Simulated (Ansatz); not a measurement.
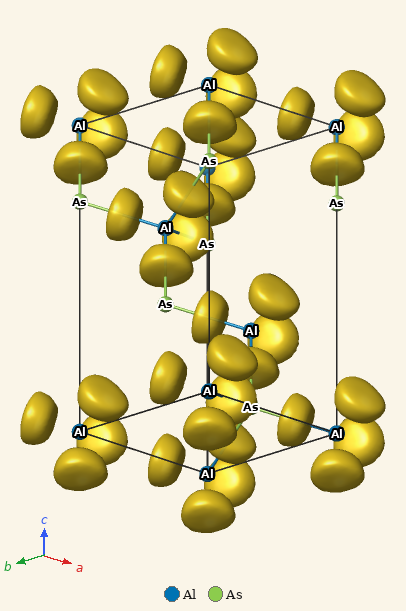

AlAs. Isosurface of the electron localisation function at 0.75 (yellow), seen at an oblique angle. Core shells and regions of very low density are left out. Sticks mark near contacts.

Space group R3m; started from the zincblende prototype, which need not be the ambient phase; changed on purpose from its base cell (epitaxial 111 strain -1.0%); computed pressure about 3 GPa in this cell.

Method: Ansatz, DFT, PBE, plane waves, PAW.

Core electrons are frozen (PAW), and the valence fields are smoothed inside the atomic spheres.

```cif
data_structure
_symmetry_space_group_name_H-M 'P 1'
_symmetry_Int_Tables_number 1
_cell_length_a 3.9747
_cell_length_b 3.9747
_cell_length_c 9.8835
_cell_angle_alpha 90.000
_cell_angle_beta 90.000
_cell_angle_gamma 120.000
_cell_volume 135.22
loop_
_atom_site_label
_atom_site_type_symbol
_atom_site_fract_x
_atom_site_fract_y
_atom_site_fract_z
_atom_site_occupancy
Al1 Al 0.00000 0.00000 0.99927 1
Al2 Al 0.33333 0.66667 0.66594 1
Al3 Al 0.66667 0.33333 0.33261 1
As1 As 0.00000 0.00000 0.75073 1
As2 As 0.33333 0.66667 0.41739 1
As3 As 0.66667 0.33333 0.08406 1
```

> Identify the bonds, lone pairs and shells in this picture.

At this value the surface marks out twelve regions between bonded Al–As atoms (shared pairs), counted in one cell of 6 atoms. Regions shared between cells count once.

Values along the shortest contacts:
Al–As (2.44 Å): the ELF peaks at about 0.90 between the atoms, as expected for localised, covalent bonding.
